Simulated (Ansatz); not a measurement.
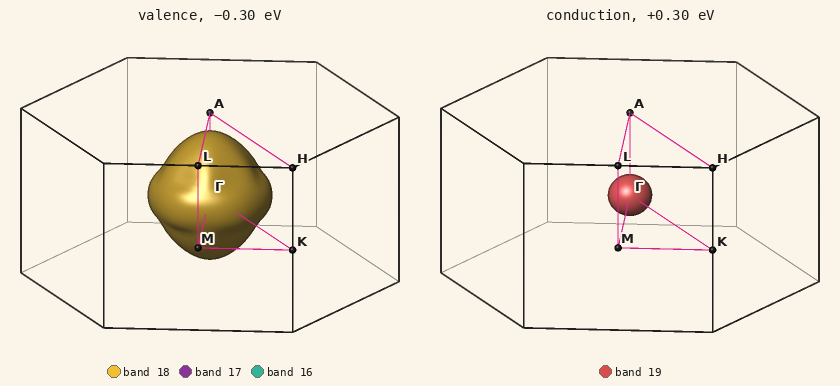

ZnS (space group P6_3mc, No. 186): constant-energy surfaces at both band edges (energies from each edge).

Level of theory: Ansatz, DFT PBE, scalar-relativistic, plane waves, PAW; levels and slopes on a dense k mesh at the converged density. No spin polarisation. Mesh 30×30×16, interpolated with the band slopes. Cell and positions as given, without relaxation (largest force 0.3 eV/Å).

Masses come from a second pass at points close to the extrema; at the energies drawn a band may no longer be parabolic.

Question: What kind of gap has this crystal, and what size does the calculation give?

Answer: The gap is direct, 2.25 eV at this level of theory, which underestimates gaps and can reorder valleys that lie close.

Question: Give the valleys and their effective masses.

Answer: Valence band (extrema up to 0.30 eV from the edge): one maximum at Γ, principal masses 0.15, 3.94 and 3.94 mₑ. Band 18 forms the valence edge; band 17 begins 0.01 eV lower (at Γ) and band 16 begins 0.01 eV lower (at Γ).
Conduction band (extrema up to 0.30 eV from the edge): one minimum at Γ, principal masses 0.16, 0.18 and 0.18 mₑ. Band 19 forms the conduction edge. Another band lies within 0.06 eV there, so the masses may hold only close to the extrema.

Where one band's surface lies inside another's, the outer one hides all or part of it.

Cost: 2.6 min on 1 thread of Arm Neoverse V1, with other jobs on the host, peak memory 0.89 GiB.
